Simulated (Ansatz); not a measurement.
# Single-point calculation, with input and output: FeCo$_{3}$

System: FeCo$_{3}$ (Pm-3m, 4 atoms in the cell).
Method: DFT PBEsol, scalar-relativistic, plane waves, PAW, spin-polarised (Ansatz 0.2.0).

The structure derives from a Materials Project entry. It belongs to a series of runs on one base structure; here: ecut: 850 eV. Figures and captions count atoms from 1; the log counts them from 0 in places.

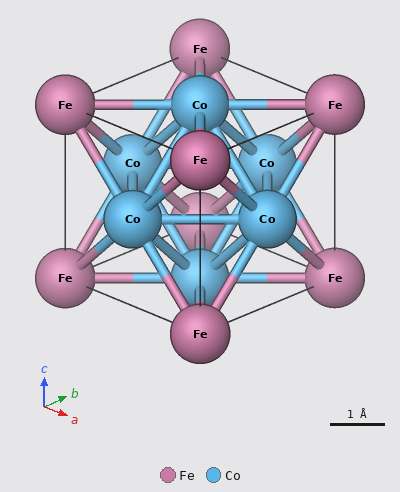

Fig. 1: The structure (ball-and-stick view of the cell of the calculation, seen at an oblique angle). An atom can appear more than once, as a periodic image. Near neighbours in the periodic cell (some may lie outside the picture): Fe has 12 Co at 2.50 Å; Co has 8 Co at 2.50 Å and 4 Fe at 2.50 Å.

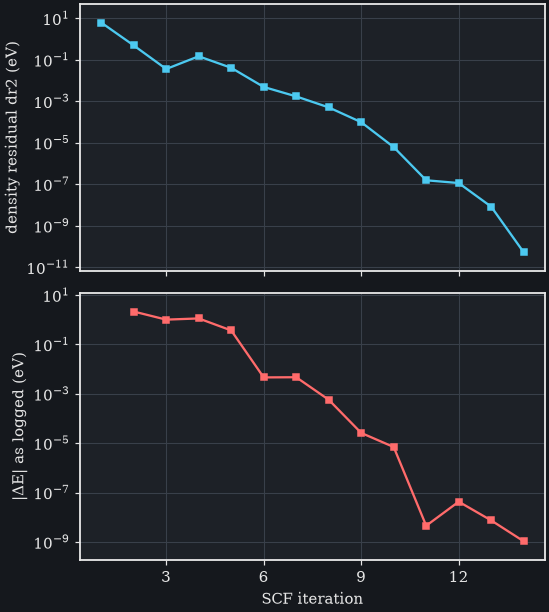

Fig. 2: Convergence of the self-consistent field: density residual dr2 and size of the energy change against the SCF iteration. The residual comes down, with one marked jump up, by a factor of about 4, at step 4.

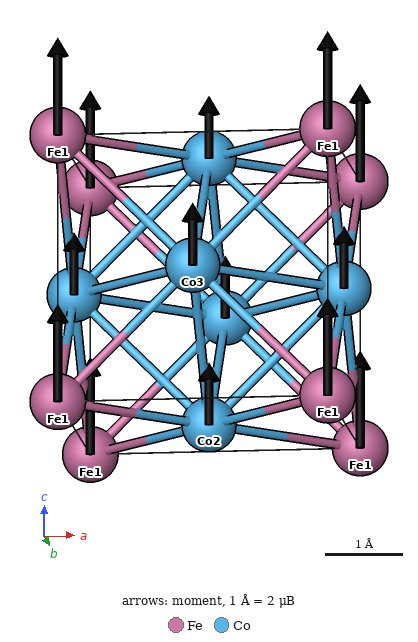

Fig. 3: Magnetic moments of the sites as black arrows (ball-and-stick view of the cell of the calculation, seen at an oblique angle; atoms are numbered from 1 in the order of the input); small moments hardly show. The run is collinear, so the axis drawn is arbitrary. Site moments: Fe1 (2.59 μB); all 3 Co atoms (1.66 μB). They are counted near the atoms and needn't add up to the moment of the cell.

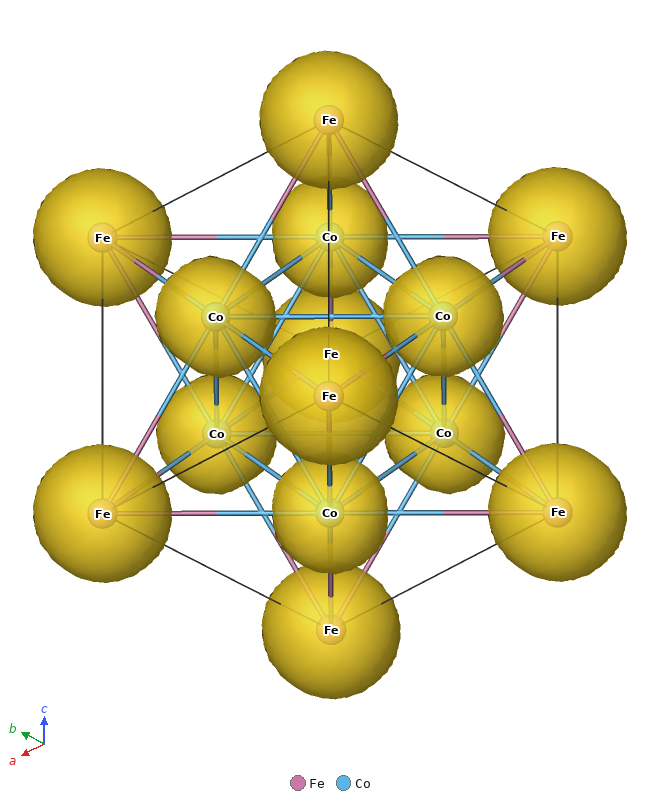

Fig. 4: Isosurface of the magnetisation density (up minus down) at +0.3 e/Å³ (yellow), seen at an oblique angle. Sticks mark near contacts. The outline is the cell set on symmetry axes. The cell of the calculation (4 atoms) carries 7.4 μB net. The fields are those of the smooth PAW valence density.

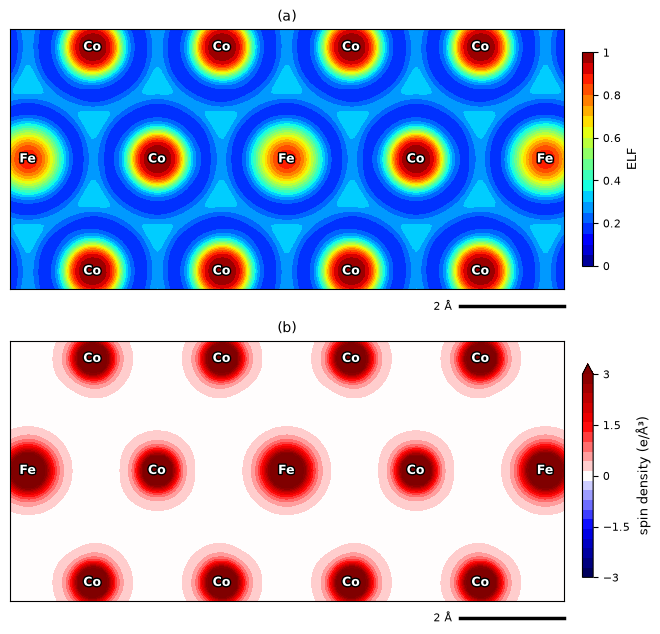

Fig. 5: (a) ELF; (b) spin density on the (111) plane of the conventional cell. The section cuts through Fe and Co sites. Fe–Co (2.50 Å): the ELF is about 0.25 at the midpoint (no localised pair between them). Co–Co (2.50 Å): the ELF is about 0.25 at the midpoint (no shared electron pair). The strong features right at Fe and Co lie inside the PAW spheres (semicore, d or f shells) and say nothing about bonding. The cell of the calculation (4 atoms) carries 7.4 μB net.

These pictures come from the run below.

## Input
```yaml
crystal:
  lattice:
    - [3.53570262, 0.0, 0.0]
    - [0.0, 3.53570262, 0.0]
    - [0.0, 0.0, 3.53570262]
  atoms:
    - { symbol: Fe, position: [0.0, 0.0, 0.0], spin: 2.85 }
    - { symbol: Co, position: [0.5, 0.5, 0.0], spin: 1.83 }
    - { symbol: Co, position: [0.5, 0.0, 0.5], spin: 1.83 }
    - { symbol: Co, position: [0.0, 0.5, 0.5], spin: 1.83 }
basis:
  ecutwfc: 850
kpoints:
  mp_grid: { grid: [12, 12, 12] }
hamiltonian:
  xc: pbesol
scf:
  occupations: { method: gaussian, width: 0.1 }
output:
  forces: true
  stress: true
  eigenvalues: true
  populations: true
  write_density: true
  write_potential: true
  elf: true
  volumetric_format: npy
magnetization:
  spin_polarized: true
```

Command:
```bash
ansatz run input.yaml --threads 1 --pin off --max-ram 2560MiB --backend cpu --events-out ev --progress --plain --runs-dir out
```

## Log
```
Engine: ansatz 0.2.0, x86_64-unknown-linux-gnu
Pseudopotentials: kind: paw
Pseudopotential: Fe, paw, valence charge 16, recommended cutoff 420 eV (normal), Fe.paw.azcp
Pseudopotential: Co, paw, valence charge 17, recommended cutoff 420 eV (normal), Co.paw.azcp
Functional definition: PBEsol
  exchange = pbesol_x
  correlation = pbesol_c
Crystal: 4 atoms, lattice volume = 44.201 Å³
Basis set: ecut = 850 eV, 2517 PW (Γ), exchange–correlation on 72×72×72 points (8 copies of the dense FFT grid, shifted against one another)
Bands: 46, of which v1, the nominal top of the filled ones, is band 34 counted from 1 (33 counted from 0)
Symmetry: 48 space group operations
Space group: Pm-3m (ITA 221), of the structure as read, at distance tolerance 3.5e-5 Å
Magnetic group: BNS 221.92 (UNI 1594), of the structure as read, at distance tolerance 3.5e-5 Å
k-points: 84 of 1728
Non-local potential: Fe, projectors of the file, l = 0: 3, l = 1: 2, l = 2: 3, l = 3: 1
Non-local potential: Co, projectors of the file, l = 0: 3, l = 1: 2, l = 2: 3, l = 3: 1
PAW form: soft (Blöchl's): semilocal exchange-correlation on the pseudo side does not see the compensation charge
PAW frozen core: Fe, regenerated for the run's functional, and the local potential with it (the file was generated under x = pbe(κ = 0.804, μ = 0.2195149727645171), c = pbe(β = 0.06672455060314922))
PAW frozen core: Co, regenerated for the run's functional, and the local potential with it (the file was generated under x = pbe(κ = 0.804, μ = 0.2195149727645171), c = pbe(β = 0.06672455060314922))
PAW one-centre angular grid: Fe, 590 points (default); XC on 64 Gauss nodes
PAW one-centre angular grid: Co, 590 points (default); XC on 64 Gauss nodes
Initial density: superposition of atomic densities (chi_scale 0.1, normalization cell)
Starting moments: Σ|m| = 8.34 μB on 4 of 4 sites
Initial wavefunctions: pseudopotential atomic-orbital guess
Functional: x = pbesol(κ = 0.804, μ = 0.12345679012345678), c = pbesol(β = 0.046)
SCF iter   1: F=—  HF=-19727.339440 eV  |F-HF|=—  |Δ(HF+E_count)|=         —  Δρ=8.92e-2 (↑7.35e-2 ↓8.92e-2)  dr2=6.22e0  dr2_m=2.77e-1  M=7.244 μB ∫|m|=7.441 μB  β_m=0.30  ethr=3.10e-3  ⟨swp⟩=5.5  Hψ=25059  notcnv=0  defer=124
Mixer restart at iter 1: flushing history
preconditioner: auto → Kerker (q_TF=auto, 2.924 Å⁻¹)  [metal: Δε(μ)=0.004 eV  Ē_g=8.756 eV  σ=0.100 eV  W_gap=0.03  n_scr=18 (ndim 8)  ℏωp=33.0 eV  f_vac=0.000  D(μ)=5.33/eV (n_scr^D=80)]
spin=Collinear: Kerker preconditioning applied to the charge; magnetization (m = ρ↑ − ρ↓) channel mixes plain (no charge-response kernel on spin).
SCF iter   2: F=—  HF=-19725.184938 eV  |F-HF|=—  |Δ(HF+E_count)|=    2.15e0  Δρ=4.70e-2 (↑1.50e-2 ↓4.70e-2)  dr2=4.91e-1  dr2_m=3.39e-1  M=7.764 μB ∫|m|=8.029 μB  β_m=0.35  ethr=3.10e-3  ⟨swp⟩=2.2  Hψ=13201  notcnv=0  defer=776
SCF iter   3: F=—  HF=-19726.195937 eV  |F-HF|=—  |Δ(HF+E_count)|=    1.01e0  Δρ=2.14e-2 (↑2.14e-2 ↓1.79e-2)  dr2=3.58e-2  dr2_m=1.35e-1  M=7.722 μB ∫|m|=8.059 μB  β_m=0.54  ethr=7.32e-4  ⟨swp⟩=2.0  Hψ=9295  notcnv=0  defer=776
SCF iter   4: F=—  HF=-19727.326237 eV  |F-HF|=—  |Δ(HF+E_count)|=    1.13e0  Δρ=1.85e-2 (↑1.85e-2 ↓1.03e-2)  dr2=1.47e-1  dr2_m=2.93e-2  M=7.579 μB ∫|m|=7.990 μB  β_m=0.77  ethr=5.34e-5  ⟨swp⟩=2.0  Hψ=14822  notcnv=0  defer=776
SCF iter   5: F=—  HF=-19727.695467 eV  |F-HF|=—  |Δ(HF+E_count)|=   3.69e-1  Δρ=9.04e-3 (↑9.04e-3 ↓3.89e-3)  dr2=4.09e-2  dr2_m=4.73e-3  M=7.421 μB ∫|m|=7.894 μB  β_m=0.61  ethr=5.34e-5  ⟨swp⟩=2.0  Hψ=14759  notcnv=0  defer=777
SCF iter   6: F=—  HF=-19727.700075 eV  |F-HF|=—  |Δ(HF+E_count)|=   4.61e-3  Δρ=3.17e-3 (↑3.17e-3 ↓1.29e-3)  dr2=4.88e-3  dr2_m=1.09e-3  M=7.389 μB ∫|m|=7.868 μB  β_m=0.79  ethr=5.34e-5  ⟨swp⟩=2.0  Hψ=13713  notcnv=0  defer=787
SCF iter   7: F=—  HF=-19727.704769 eV  |F-HF|=—  |Δ(HF+E_count)|=   4.69e-3  Δρ=1.30e-3 (↑1.30e-3 ↓1.07e-3)  dr2=1.71e-3  dr2_m=1.33e-4  M=7.381 μB ∫|m|=7.872 μB  β_m=0.90  ethr=7.28e-6  ⟨swp⟩=2.2  Hψ=11128  notcnv=0  defer=787
SCF iter   8: F=—  HF=-19727.705345 eV  |F-HF|=—  |Δ(HF+E_count)|=   5.75e-4  Δρ=7.43e-4 (↑6.60e-4 ↓7.43e-4)  dr2=5.06e-4  dr2_m=1.24e-5  M=7.373 μB ∫|m|=7.869 μB  β_m=0.88  ethr=2.55e-6  ⟨swp⟩=2.2  Hψ=9986  notcnv=0  defer=787
SCF iter   9: F=—  HF=-19727.705319 eV  |F-HF|=—  |Δ(HF+E_count)|=   2.60e-5  Δρ=4.35e-4 (↑1.28e-4 ↓4.35e-4)  dr2=9.78e-5  dr2_m=1.16e-5  M=7.369 μB ∫|m|=7.865 μB  β_m=0.94  ethr=7.55e-7  ⟨swp⟩=2.1  Hψ=10186  notcnv=0  defer=787
SCF iter  10: F=—  HF=-19727.705326 eV  |F-HF|=—  |Δ(HF+E_count)|=   6.98e-6  Δρ=9.71e-5 (↑4.97e-5 ↓9.71e-5)  dr2=6.16e-6  dr2_m=2.76e-7  M=7.369 μB ∫|m|=7.866 μB  β_m=0.97  ethr=1.46e-7  ⟨swp⟩=1.6  Hψ=8718  notcnv=0  defer=787
SCF iter  11: F=—  HF=-19727.705326 eV  |F-HF|=—  |Δ(HF+E_count)|=   4.52e-9  Δρ=1.84e-5 (↑8.18e-6 ↓1.84e-5)  dr2=1.55e-7  dr2_m=2.17e-8  M=7.369 μB ∫|m|=7.866 μB  β_m=0.99  ethr=9.19e-9  ⟨swp⟩=2.2  Hψ=10886  notcnv=0  defer=787
SCF iter  12: F=—  HF=-19727.705326 eV  |F-HF|=—  |Δ(HF+E_count)|=   4.26e-8  Δρ=1.69e-5 (↑4.15e-6 ↓1.69e-5)  dr2=1.14e-7  dr2_m=2.08e-8  M=7.369 μB ∫|m|=7.866 μB  β_m=0.99  ethr=2.32e-10  ⟨swp⟩=2.1  Hψ=10503  notcnv=0  defer=787
SCF iter  13: F=—  HF=-19727.705326 eV  |F-HF|=—  |Δ(HF+E_count)|=   7.43e-9  Δρ=2.80e-6 (↑2.61e-6 ↓2.80e-6)  dr2=8.26e-9  dr2_m=8.47e-11  M=7.369 μB ∫|m|=7.866 μB  β_m=1.00  ethr=1.70e-10  ⟨swp⟩=1.6  Hψ=8936  notcnv=0  defer=787
SCF iter  14: F=-19727.705326 eV  HF=-19727.705326 eV  |F-HF|=3.64e-11  |Δ(HF+E_count)|=   1.06e-9  Δρ=4.07e-7 (↑4.07e-7 ↓3.26e-7)  dr2=5.24e-11  dr2_m=3.64e-11  M=7.369 μB ∫|m|=7.866 μB  ethr=1.23e-11  ⟨swp⟩=9.6  Hψ=45404  notcnv=0
SCF 1 converged in 14 iterations: F = -19727.705326 eV  dr2 = 5.24e-11
  greatest PAW one-centre occupation: 1.002 electrons in one spin orbital (limit 2), on the Fe atom at site 0 (counted from 0), in its partial waves of l = 1
SCF converged after 14 iterations
Magnetization: 7.3694 μB (37.1847 up, 29.8153 down)
Absolute magnetization: 7.8673 μB (∫|ρ↑−ρ↓|, with the PAW one-centre terms)
Spin contamination: 0.1160 ħ² per cell (⟨S²⟩ above its minimum at these occupations)
Per-site moments (μB) at R_I (Å): [(2.591800668552736, 1.0312992107801802), (1.6626746174515066, 1.0312992107801802), (1.6626746174515072, 1.0312992107801802), (1.6626746174515075, 1.0312992107801802)]
Free energy (F): -19727.705326 eV
Harris-Foulkes:  -19727.705326 eV  (|F-HF|=3.64e-11)
Internal energy: -19727.684240 eV  (E = F + TS)
E sigma→0 (E₀):  -19727.694783 eV
Entropy (-TS):   -0.021086 eV (-5.271 meV/atom)
Fermi energy:    18.386912 eV
--- Per-component energies (eV) ---
  E_band       = -956.702486
  E_kinetic    = 1710.615654
  E_local      = -10614.401859  (includes V_loc(G=0)·N_el)
  E_nonlocal   = 1588.468883
  E_hartree    = 4441.069222
  E_xc         = -589.772925
  E_vxc        = -764.162453  (∫ρ·V_xc dr)
  E_paw        = -5783.360423  (= ΣΔE_a)
  E_vpaw       = -1759.361671  (= ΣTr[D̂ρ^β])
  E_aug_tail   = -0.000078  (compensation charges beyond the density's cutoff)
  E_ewald      = -10481.047173
  E_core_change = 0.744459  (= ΣΔE_core)
  E_smearing   = -0.021086  (= −TS)
  E_closure    = 0.000000  (closes the sum)
  Σ components = -19727.705326   (vs F -19727.705326, Δ=0.00e0)
--- Forces (eV/Å), atoms counted from 1 ---
  atom   1  Fe    -0.00000000     0.00000000     0.00000000
  atom   2  Co     0.00000000     0.00000000     0.00000000
  atom   3  Co     0.00000000    -0.00000000     0.00000000
  atom   4  Co     0.00000000    -0.00000000    -0.00000000
  max |Σ_I F_I| component: 2.16e-28 eV/Å
--- Stress (GPa, compression-positive) ---
       -8.489924       0.000000       0.000000
        0.000000      -8.489924       0.000000
        0.000000       0.000000      -8.489924
  P = ⅓ Tr σ = -8.4899 GPa (-84.899 kbar)
--- Band table (eV; the first three rows and the last of 168) ---
  k-point 0 ↑: bands = ["-77.3084", "-77.2571", "-77.2571", "-69.6665", "-40.7988", "-40.7988", "-40.7988", "-40.6299", "-40.6299", "-40.6299", "-40.5860", "-40.5860", "-40.5860", "-35.8363", "-35.8363", "-35.8363", "9.3900", "13.1040", "13.1040", "13.2395", "13.8269", "13.8269", "13.8269", "15.8191", "15.8191", "15.8191", "16.8636", "16.8636", "17.6205", "17.7055", "17.7055", "17.9836", "17.9836", "17.9836", "18.1928", "18.1928", "18.1928", "20.8089", "20.8089", "20.8089", "27.8851", "27.8851", "28.0074", "32.7911", "32.7911", "32.7911"]
  k-point 1 ↑: bands = ["-77.3077", "-77.2579", "-77.2571", "-69.6665", "-40.7969", "-40.7969", "-40.7956", "-40.6304", "-40.6304", "-40.6300", "-40.5895", "-40.5873", "-40.5873", "-35.8368", "-35.8364", "-35.8364", "9.4817", "13.1327", "13.1538", "13.2794", "13.8576", "13.8624", "13.8624", "15.7814", "15.8480", "15.8480", "16.8292", "16.8768", "17.5845", "17.6607", "17.6819", "17.8012", "17.8012", "17.9837", "18.0743", "18.0743", "18.1929", "20.3517", "21.1278", "21.1278", "27.9016", "27.9735", "28.5238", "32.4513", "32.4513", "32.5165"]
  k-point 2 ↑: bands = ["-77.3054", "-77.2601", "-77.2571", "-69.6665", "-40.7915", "-40.7915", "-40.7862", "-40.6322", "-40.6322", "-40.6305", "-40.5995", "-40.5907", "-40.5907", "-35.8383", "-35.8367", "-35.8367", "9.7538", "13.1912", "13.2966", "13.4068", "13.9482", "13.9689", "13.9689", "15.6718", "15.9342", "15.9342", "16.7301", "16.9154", "17.2915", "17.2915", "17.4647", "17.5310", "17.6289", "17.8935", "17.8935", "17.9839", "18.1931", "19.3088", "21.8797", "21.8797", "27.9533", "28.0182", "29.9712", "31.4126", "31.4126", "31.8508"]
  k-point 83 ↓: bands = ["-75.2582", "-75.2582", "-75.2582", "-66.6619", "-38.9137", "-38.7959", "-38.7959", "-38.7959", "-38.6286", "-38.6286", "-38.6007", "-38.6007", "-38.6007", "-32.9059", "-32.9059", "-32.9059", "14.2275", "14.2275", "14.2275", "14.3229", "17.3550", "17.3550", "17.3550", "17.5057", "17.5057", "17.5057", "17.6855", "17.6855", "18.0179", "18.1612", "18.1612", "18.1612", "19.6392", "19.6392", "19.6392", "20.0907", "20.0907", "20.0907", "20.2106", "20.2106", "25.7143", "25.7143", "25.7143", "25.9841", "39.2714", "39.2714"]
--- Löwdin populations: 4 sites ---
  site symbol       q [e]    m [muB]
     0     Fe     15.7857     2.6424
     1     Co     16.7684     1.6574
     2     Co     16.7684     1.6574
     3     Co     16.7684     1.6574
  spilling = 0.013570 (of n_electrons = 67.000000)
```

## File populations.tsv
```
# site	symbol	l	j	q_up	q_dn
# orbitals = lowdin
# n_electrons = 67.000000
# spilling = 0.013570
0	Fe	0_3S	-	0.993340	0.993819
0	Fe	0_4S	-	0.463008	0.486424
0	Fe	1_3P	-	2.998533	2.998306
0	Fe	2_3D	-	4.759190	2.093093
1	Co	0_3S	-	0.993697	0.993874
1	Co	0_4S	-	0.455559	0.494036
1	Co	1_3P	-	2.998792	2.998491
1	Co	2_3D	-	4.764844	3.069076
2	Co	0_3S	-	0.993697	0.993874
2	Co	0_4S	-	0.455559	0.494036
2	Co	1_3P	-	2.998792	2.998491
2	Co	2_3D	-	4.764844	3.069076
3	Co	0_3S	-	0.993697	0.993874
3	Co	0_4S	-	0.455559	0.494036
3	Co	1_3P	-	2.998792	2.998491
3	Co	2_3D	-	4.764844	3.069076
```

## Results in brief

- outcome: converged
- space group (tolerance 0.01 Å): Pm-3m (221)
- electrons treated: 67
- free energy: −19727.7053 eV
- Fermi energy: 18.387 eV
- gap on the k-point mesh: none (metallic)
- net moment of the cell: 7.37 μB
- integrated absolute moment: 7.87 μB
- pressure: −8.49 GPa
- largest force (length of the vector): under 0.001 eV/Å
- hardware: 1 thread of Intel Xeon (Granite Rapids), 192 GiB of memory available, shared host
- wall time: 50 s
- peak memory: 0.9 GiB

## Remarks

The cell is under a tension of 8.5 GPa at this level, so it is not at its equilibrium volume.
